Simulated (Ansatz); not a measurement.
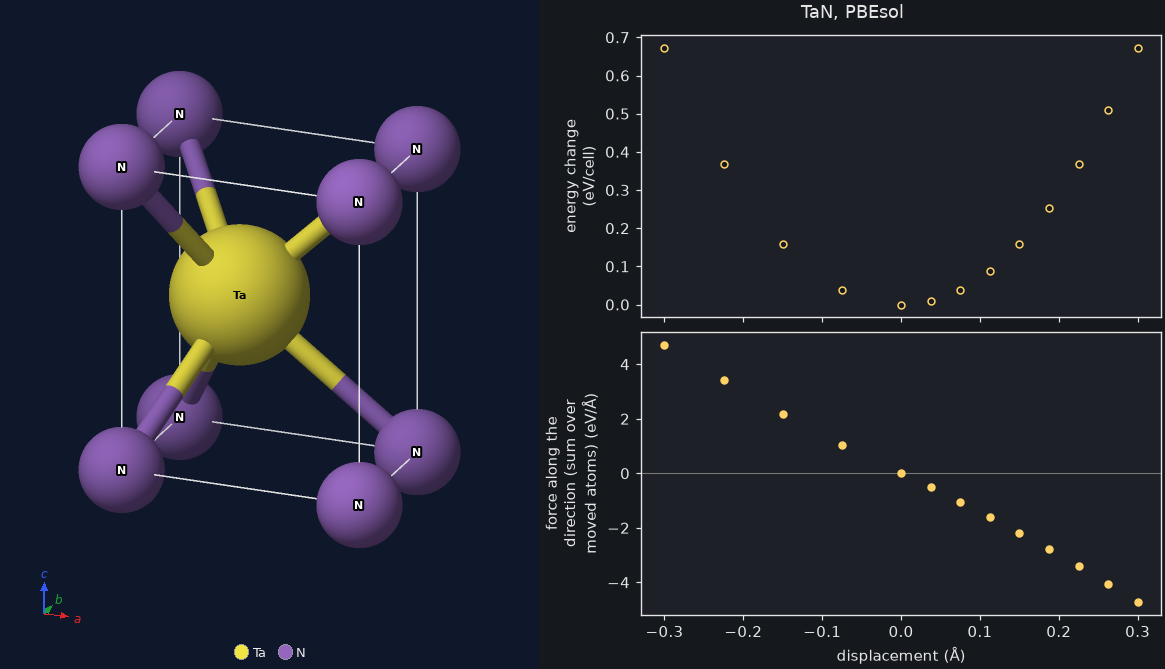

**Figure.** Energy change and force along the direction (sum over moved atoms) against displacement for TaN, space group P-6m2 (No. 187). The cell is drawn beside the plot.

The points at displacement −0.225, −0.075, 0.15 and 0.3 follow from computed ones by symmetry.

The energy rises on both sides of the starting structure, which is therefore a minimum along this path. The energy change is 0.6733 eV/cell at displacement −0.3000 Å and 0.6733 eV/cell at 0.3000 Å; the lowest computed point is at displacement 0.0000 Å (0.0000 eV/cell), and no other minimum shows. The force along the direction (sum over moved atoms) falls from 4.72 eV/Å at displacement −0.3000 Å to −4.72 eV/Å at 0.3000 Å, and changes sign near 0.000 Å. The harmonic force constant k (E = k x²/2 near the start) is 13.8 eV/Å².

How it was computed, with Ansatz 0.2.0: all atoms of one element of a crystal moved along a line, all else fixed, by plane-wave density functional theory with PAW datasets, free energies less that of the undisturbed cell; scalar-relativistic. Level: PBEsol, no spin polarisation.

- wave cutoff: 420 eV
- k mesh: 18×18×16
- occupations: Gaussian
- smearing width: 0.15 eV
- k shift: (0, 0, 0) (mesh steps)
- start: as given
- moved element: N
- direction: (0, 0, 1) (Cartesian unit vector)

Starting cell:
```
CELL_PARAMETERS angstrom
2.93800 0.00000 0.00000
-1.46900 2.54438 0.00000
0.00000 0.00000 2.88300
ATOMIC_POSITIONS crystal
Ta 0.33333 0.66667 0.50000
N 0.00000 0.00000 0.00000
```

Limits of the calculation: reference crystal is not relaxed.
